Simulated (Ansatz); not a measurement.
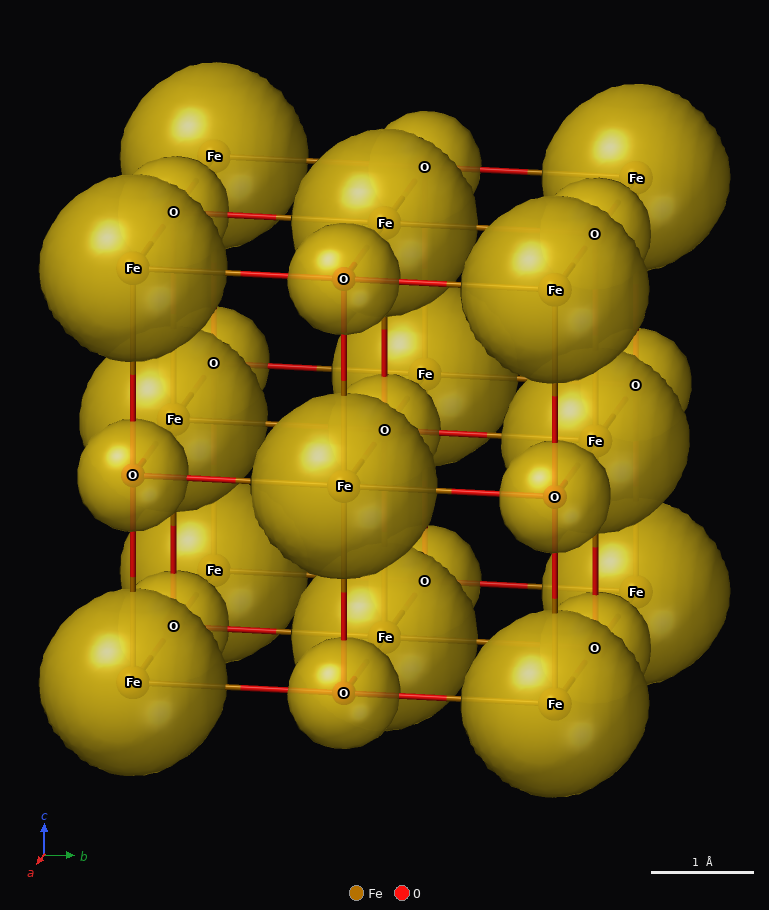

The picture shows: FeO. Isosurfaces of the spin density (up minus down) at +0.15 (yellow) and −0.15 e/Å³ (cyan), seen slightly off an axis. Sticks mark near contacts.

Space group Fm-3m; spin-polarised.

Method: Ansatz, DFT PBEsol, scalar-relativistic, plane waves, PAW.

The density is the valence pseudo-density of a PAW calculation; it isn't the true density close to the nuclei.

```
CELL_PARAMETERS angstrom
4.24590 0.00000 0.00000
0.00000 4.24590 0.00000
0.00000 0.00000 4.24590
ATOMIC_POSITIONS crystal
Fe 0.00000 0.50000 0.50000
Fe 0.50000 0.00000 0.50000
Fe 0.50000 0.50000 0.00000
Fe 0.00000 0.00000 0.00000
O 0.50000 0.50000 0.50000
O 0.00000 0.00000 0.50000
O 0.00000 0.50000 0.00000
O 0.50000 0.00000 0.00000
```

Describe the spin distribution.

The spin density sits on Fe: +3.4 μB (×4) in one cell of 8 atoms, with smaller moments on other sites: O (up to +0.34 μB): parallel moments, as they must be, since the calculation's own cell holds one magnetic site. The cell of the calculation (2 atoms) carries 4.0 μB of net spin moment. Only one sign reaches the isovalue.
